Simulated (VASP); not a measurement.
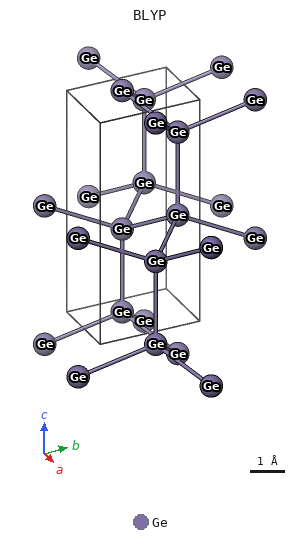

Crystalline Ge (set up in P6_3/mmc), relaxed (cell and atoms) with several functionals. The picture shows the result with BLYP. A ball-and-stick model of the cell of the calculation, repeated 2 × 1 × 1 with one cell outlined, seen slightly off an axis.

Computed with VASP 6.6.1: VASP PAW PBE potentials, recommended; VASP PAW LDA potentials, recommended (each functional with its own set). Set-up: plane-wave cutoff 600 eV; k-point mesh 6 × 6 × 3; occupations fermi-dirac; smearing width 0.05 eV; no spin polarisation.

```csv
functional,volume (Å³/atom),a (Å),c (Å)
BLYP,25.533,4.152,6.841
vdW-DF-cx,22.947,4.006,6.606
RPBE,24.593,4.101,6.752
PW91,23.921,4.063,6.691
SCAN,22.627,3.989,6.567
revPBE,24.398,4.090,6.735
AM05,?,?,?
r2SCAN,22.829,3.999,6.595
PBEsol,22.840,4.001,6.590
rev-vdW-DF2,23.488,4.038,6.654
optB88-vdW,23.726,4.051,6.678
PBE,23.923,4.063,6.692
LDA,22.198,3.963,6.527
```

Q: Fill in the missing row.

A: With AM05 the volume falls between PBEsol (22.840) and vdW-DF-cx (22.947). The calculation gives 22.893 Å³/atom (a = 4.006 Å, c = 6.590 Å). In order of volume: LDA < SCAN < r2SCAN ≈ PBEsol < AM05 < vdW-DF-cx < rev-vdW-DF2 < optB88-vdW < PW91 ≈ PBE < revPBE < RPBE < BLYP; the spread is 15.0 %.
